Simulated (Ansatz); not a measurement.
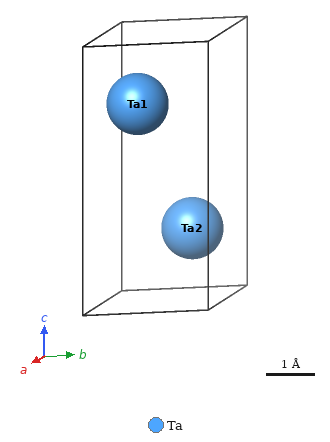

Fig. 1: The structure (ball-and-stick view of the cell of the calculation, seen slightly off an axis; atoms are numbered from 1 in the order of the input).

**Ta: a changed input and its effect**

System: Ta (2 atoms in the cell).
Method of run 1: DFT r2SCAN, scalar-relativistic, plane waves, PAW, no spin polarisation (Ansatz 0.2.0).

The structure derives from a Materials Project entry. Text and figures count atoms from 1; the logs count them from 0 in places.

## Input file, run 1
```yaml
crystal:
  lattice:
    - [2.7293546175, 0.0, 0.0]
    - [-1.3646773087, 2.3636904347, 0.0]
    - [0.0, 0.0, 5.8339799629]
  atoms:
    - { symbol: Ta, position: [0.6666666667, 0.3333333333, 0.75] }
    - { symbol: Ta, position: [0.3333333333, 0.6666666667, 0.25] }
basis:
  ecutwfc: 500
kpoints:
  mp_grid: { grid: [24, 24, 10] }
hamiltonian:
  xc: r2scan
scf:
  occupations: { method: gaussian, width: 0.15 }
output:
  forces: true
  stress: true
  eigenvalues: true
```

Command:
```bash
ansatz run input.yaml --threads 1 --pin off --max-ram 2560MiB --backend cpu --events-out ev --progress --plain --runs-dir out
```

Hardware: 1 thread of Intel Xeon @ 2.50GHz (Skylake/Cascade Lake), 192 GiB of memory available, shared host.

## Output, shortened to warnings, some set-up lines, iterations and results (run 1)
```
Basis set: ecut = 500 eV, 921 PW (Γ), exchange–correlation on 80×80×180 points (64 copies of the dense FFT grid, shifted against one another)
Symmetry: 24 space group operations
k-points: 366 of 5760
Initial density: superposition of atomic densities (neutral atoms: chi_scale 0, normalization atom), corrected by the library's trained network
[...]
SCF iter   1: F=—  HF=-19887.383542 eV  |F-HF|=—  |Δ(HF+E_count)|=         —  Δρ=8.68e-3  dr2=2.60e-2  dr2_τ=3.71e-2  ethr=1.77e-3  ⟨swp⟩=5.3  Hψ=30471  notcnv=0
SCF iter   2: F=—  HF=-19887.417692 eV  |F-HF|=—  |Δ(HF+E_count)|=   3.41e-2  Δρ=5.30e-3  dr2=9.08e-3  dr2_τ=5.70e-4  ethr=1.00e-4  ⟨swp⟩=2.3  Hψ=10528  notcnv=0  defer=1
SCF iter   3: F=—  HF=-19887.417565 eV  |F-HF|=—  |Δ(HF+E_count)|=   1.27e-4  Δρ=8.76e-4  dr2=4.04e-4  dr2_τ=3.18e-5  ethr=3.49e-5  ⟨swp⟩=2.0  Hψ=8029  notcnv=0  defer=1
SCF iter   4: F=—  HF=-19887.417507 eV  |F-HF|=—  |Δ(HF+E_count)|=   5.86e-5  Δρ=3.72e-4  dr2=2.95e-5  dr2_τ=2.68e-6  ethr=1.56e-6  ⟨swp⟩=2.3  Hψ=7992  notcnv=0  defer=1
SCF iter   5: F=—  HF=-19887.417529 eV  |F-HF|=—  |Δ(HF+E_count)|=   2.19e-5  Δρ=5.40e-5  dr2=4.81e-7  dr2_τ=1.56e-7  ethr=1.14e-7  ⟨swp⟩=3.0  Hψ=11055  notcnv=0  defer=1
SCF iter   6: F=-19887.417529 eV  HF=-19887.417529 eV  |F-HF|=2.04e-9  |Δ(HF+E_count)|=   2.54e-7  Δρ=7.64e-6  dr2=1.29e-8  dr2_τ=6.96e-9  ethr=3.85e-10  ⟨swp⟩=6.7  Hψ=30392  …
SCF 1 converged in 6 iterations: F = -19887.417529 eV  dr2 = 1.29e-8
SCF converged after 6 iterations
Free energy (F): -19887.417529 eV
Harris-Foulkes:  -19887.417529 eV  (|F-HF|=2.04e-9)
Internal energy: -19887.390536 eV  (E = F + TS)
E sigma→0 (E₀):  -19887.404033 eV
Entropy (-TS):   -0.026993 eV (-13.496 meV/atom)
Fermi energy:    18.020397 eV
--- Per-component energies (eV) ---
  E_band       = -256.783780
  E_kinetic    = 735.306589
  E_local      = -1221.489954  (includes V_loc(G=0)·N_el)
  E_nonlocal   = 32.009931
  E_hartree    = 430.196302
  E_xc         = -408.608144
  E_vxc        = -444.193340  (∫ρ·V_xc dr)
  E_paw        = -16846.509927  (= ΣΔE_a)
  E_vpaw       = -241.494534  (= ΣTr[D̂ρ^β])
  E_aug_tail   = 0.000170  (compensation charges beyond the density's cutoff)
  E_vtau       = 22.687476  (kinetic-family band-sum trace: ∫τ·v_τ [+ j·A + Jᵃ·Aᵃ] dr)
  E_ewald      = -2606.782942
  E_core_change = -1.512561  (= ΣΔE_core)
  E_smearing   = -0.026993  (= −TS)
  E_closure    = 0.000000  (closes the sum)
  Σ components = -19887.417529   (vs F -19887.417529, Δ=0.00e0)
--- Forces (eV/Å), atoms counted from 1 ---
  atom   1  Ta     0.00000000    -0.00000000     0.00000000
  atom   2  Ta    -0.00000000     0.00000000     0.00000000
  max |Σ_I F_I| component: 4.63e-18 eV/Å
--- Stress (GPa, compression-positive) ---
       18.583801      -0.000000       0.000000
       -0.000000      18.583801       0.000000
        0.000000       0.000000     -24.611246
  P = ⅓ Tr σ = 4.1855 GPa (41.855 kbar)
```

The input of run 2 differs as follows (lines with − go, lines with + come):
```diff
-    - [2.7293546175, 0.0, 0.0]
-    - [-1.3646773087, 2.3636904347, 0.0]
-    - [0.0, 0.0, 5.8339799629]
+    - [2.8535836961, 0.0, 0.0]
+    - [-1.4267918481, 2.4712759727, 0.0]
+    - [0.0, 0.0, 5.3370790476]
```

What does this change do to the results?

With the same functional and potentials, run 2 lies 284.6 meV per atom lower. The pressure goes from 4.19 to −2.42 GPa. The number of SCF iterations is the same. The plane waves at Γ go from 921 to 931.

## Output, shortened to warnings, some set-up lines, iterations and results (run 2)
```
Basis set: ecut = 500 eV, 931 PW (Γ), exchange–correlation on 96×96×160 points (64 copies of the dense FFT grid, shifted against one another)
Symmetry: 24 space group operations
k-points: 366 of 5760
Initial density: superposition of atomic densities (neutral atoms: chi_scale 0, normalization atom), corrected by the library's trained network
[...]
SCF iter   1: F=—  HF=-19887.956590 eV  |F-HF|=—  |Δ(HF+E_count)|=         —  Δρ=8.22e-3  dr2=1.51e-2  dr2_τ=3.05e-2  ethr=1.77e-3  ⟨swp⟩=5.1  Hψ=30013  notcnv=0
SCF iter   2: F=—  HF=-19887.985787 eV  |F-HF|=—  |Δ(HF+E_count)|=   2.92e-2  Δρ=5.28e-3  dr2=6.00e-3  dr2_τ=5.41e-4  ethr=5.80e-5  ⟨swp⟩=2.1  Hψ=11058  notcnv=0
SCF iter   3: F=—  HF=-19887.986758 eV  |F-HF|=—  |Δ(HF+E_count)|=   9.71e-4  Δρ=6.79e-4  dr2=1.39e-4  dr2_τ=2.96e-5  ethr=2.31e-5  ⟨swp⟩=2.0  Hψ=8056  notcnv=0
SCF iter   4: F=—  HF=-19887.986775 eV  |F-HF|=—  |Δ(HF+E_count)|=   1.67e-5  Δρ=2.98e-4  dr2=2.25e-5  dr2_τ=1.48e-6  ethr=5.34e-7  ⟨swp⟩=2.0  Hψ=9058  notcnv=0
SCF iter   5: F=—  HF=-19887.986780 eV  |F-HF|=—  |Δ(HF+E_count)|=   5.19e-6  Δρ=5.79e-5  dr2=7.32e-7  dr2_τ=1.02e-7  ethr=8.64e-8  ⟨swp⟩=2.5  Hψ=8114  notcnv=0
SCF iter   6: F=-19887.986781 eV  HF=-19887.986781 eV  |F-HF|=3.43e-8  |Δ(HF+E_count)|=   4.71e-7  Δρ=1.49e-5  dr2=4.63e-8  dr2_τ=3.13e-9  ethr=3.85e-10  ⟨swp⟩=6.2  Hψ=29352  …
SCF 1 converged in 6 iterations: F = -19887.986781 eV  dr2 = 4.63e-8
SCF converged after 6 iterations
Free energy (F): -19887.986781 eV
Harris-Foulkes:  -19887.986781 eV  (|F-HF|=3.43e-8)
Internal energy: -19887.957403 eV  (E = F + TS)
E sigma→0 (E₀):  -19887.972092 eV
Entropy (-TS):   -0.029378 eV (-14.689 meV/atom)
Fermi energy:    18.007859 eV
--- Per-component energies (eV) ---
  E_band       = -256.078214
  E_kinetic    = 732.349348
  E_local      = -1163.597694  (includes V_loc(G=0)·N_el)
  E_nonlocal   = 29.918618
  E_hartree    = 403.133872
  E_xc         = -407.955389
  E_vxc        = -442.981660  (∫ρ·V_xc dr)
  E_paw        = -16845.687911  (= ΣΔE_a)
  E_vpaw       = -240.470090  (= ΣTr[D̂ρ^β])
  E_aug_tail   = 0.000152  (compensation charges beyond the density's cutoff)
  E_vtau       = 22.438142  (kinetic-family band-sum trace: ∫τ·v_τ [+ j·A + Jᵃ·Aᵃ] dr)
  E_ewald      = -2634.605838
  E_core_change = -1.512561  (= ΣΔE_core)
  E_smearing   = -0.029378  (= −TS)
  E_closure    = 0.000000  (closes the sum)
  Σ components = -19887.986781   (vs F -19887.986781, Δ=0.00e0)
--- Forces (eV/Å), atoms counted from 1 ---
  atom   1  Ta     0.00000000     0.00000000     0.00000000
  atom   2  Ta    -0.00000000    -0.00000000     0.00000000
  max |Σ_I F_I| component: 0.00e0 eV/Å
--- Stress (GPa, compression-positive) ---
        1.431931      -0.000000      -0.000000
       -0.000000       1.431931       0.000000
       -0.000000       0.000000     -10.130676
  P = ⅓ Tr σ = -2.4223 GPa (-24.223 kbar)
```

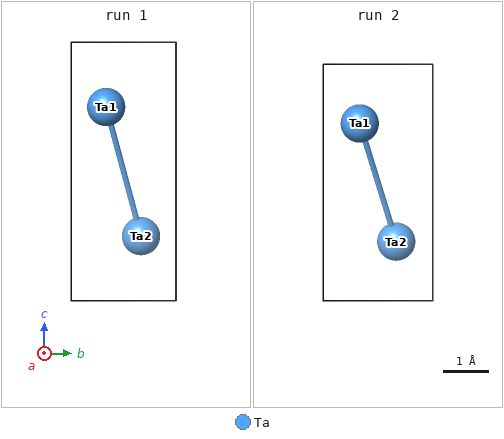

Fig. 2: The two input geometries at one scale (ball-and-stick view of the cell of the calculation, along the a axis). No atom moves by more than 0.005 Å relative to the cell. The drawn cell changes at constant volume: a = b 2.729 → 2.854 Å (+4.6 %), c 5.834 → 5.337 Å (−8.5 %). Among the contacts that change: Ta1–Ta2 3.315 → 3.136 Å, Ta1–Ta1 2.729 → 2.854 Å.

## The two runs side by side

```csv
quantity,run 1,run 2
outcome,converged,converged
free energy per atom (eV),−9943.7088,−9943.9934
"energy per atom, smearing taken to zero (eV)",−9943.7020,−9943.9860
gap on the mesh (eV),0.00,0.00
pressure (GPa),4.19,−2.42
largest force (eV/Å),0.000,0.000
SCF iterations,6,6
irreducible k-points,366,366
plane waves at Γ,921,931
wall time (shared host),31 s,29 s
```

For both runs: Spin–orbit coupling is left out, which matters for Ta.
